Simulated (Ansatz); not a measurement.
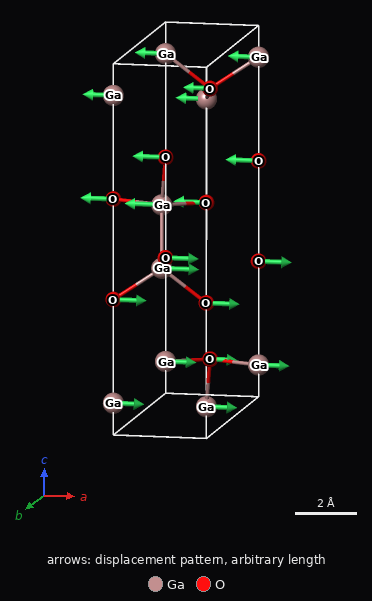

One vibrational mode of solid GaO (a generated structure) at the zone centre. The green arrows are the displacements of the atoms (eigenvector over the root of the mass), of arbitrary overall length and sign. The picture is a ball-and-stick view of the cell of the calculation, seen from a free direction.

Theory: DFT PBE, scalar-relativistic, plane waves, PAW in Ansatz.

The input:
```yaml
crystal:
  lattice:
    - [3.1008134246, 0.0, 0.0]
    - [-1.5504067123, 2.6853831981, 0.0]
    - [0.0, 0.0, 14.6629073809]
  atoms:
    - { symbol: Ga, position: [0.3333333333, 0.6666666667, 0.4145854006] }
    - { symbol: Ga, position: [0.3333333333, 0.6666666667, 0.5854145994] }
    - { symbol: Ga, position: [0.0, 0.0, 0.0854153184] }
    - { symbol: Ga, position: [0.0, 0.0, 0.9145846816] }
    - { symbol: O, position: [0.6666666667, 0.3333333333, 0.135297821] }
    - { symbol: O, position: [0.6666666667, 0.3333333333, 0.864702179] }
    - { symbol: O, position: [0.0, 0.0, 0.3646762461] }
    - { symbol: O, position: [0.0, 0.0, 0.6353237539] }
basis:
  ecutwfc: 420
kpoints:
  mp_grid: { grid: [12, 12, 2] }
hamiltonian:
  xc: pbe
scf:
  occupations: { method: fixed }
output:
  eigenvalues: true
phonons:
  method: dfpt
  dielectric: true
  rigid_motions: translations
  eigenvectors: true
```

Command:
```bash
ansatz run input.yaml --threads 2 --pin off --max-ram 6144MiB --backend cpu --events-out ev --progress --plain --runs-dir out
```

Frequencies are those without the non-analytic (LO–TO) term.

Question: What mode is this, and where does it lie in the spectrum?

Answer: This is the E″ mode (doubly degenerate; one member of the set is drawn) at 2.24 THz, optical level 3 of 11, counted from below, Raman-active by symmetry. All motion is along a; atoms of one kind move against one another, with no net shift of any sublattice; it mainly bends the Ga–Ga, Ga–O bonds; the kinetic energy is shared as Ga 83 %, O 17 %.

Limits of the set-up: layers or molecules are held without a dispersion correction, so their spacing is unreliable.
